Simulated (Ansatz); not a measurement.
```
Ga N
1.0
     0.00000   -2.10852   -2.10852
     0.00000    2.10852   -2.10852
     4.04919    0.00000    0.00000
Ga N
2 2
Cartesian
  0.0000 0.0000 -2.1085
  2.0246 0.0000 0.0000
  2.0246 0.0000 -2.1085
  0.0000 0.0000 0.0000
```

Space group I4/mmm; started from the measured structure prototype, which need not be the ambient phase; changed on purpose from its base cell (uniaxial x strain -4.0%); computed pressure about 10 GPa in this cell.

Computed with Ansatz, DFT, HSE06, plane waves, PAW.

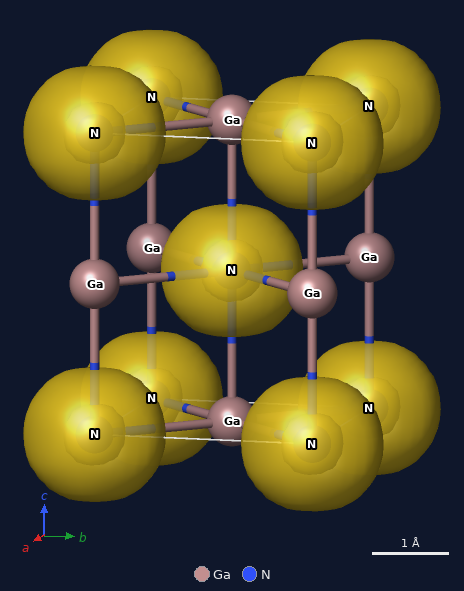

GaN. Isosurface of the electron localisation function at 0.65 (yellow), seen slightly off an axis. Only the valence region is drawn (cores and ρ < 0.01 e/Å³ removed). Sticks mark near contacts.

Question: Identify the bonds, lone pairs and shells in this picture.

Answer: The ELF exceeds this value in two regions wrapped around N (the valence shell of each), counted in one cell of 4 atoms. Any copies at cell faces, edges or corners count once.

Values along the shortest contacts:
Ga–N (2.02 Å): the ELF peaks at about 0.85 in the valence shell of N, 0.7 Å from its nucleus, and is about 0.40 at the midpoint. Ga–N (2.11 Å): the ELF peaks at about 0.85 in the valence shell of N, 0.7 Å from its nucleus, and is about 0.35 at the midpoint.
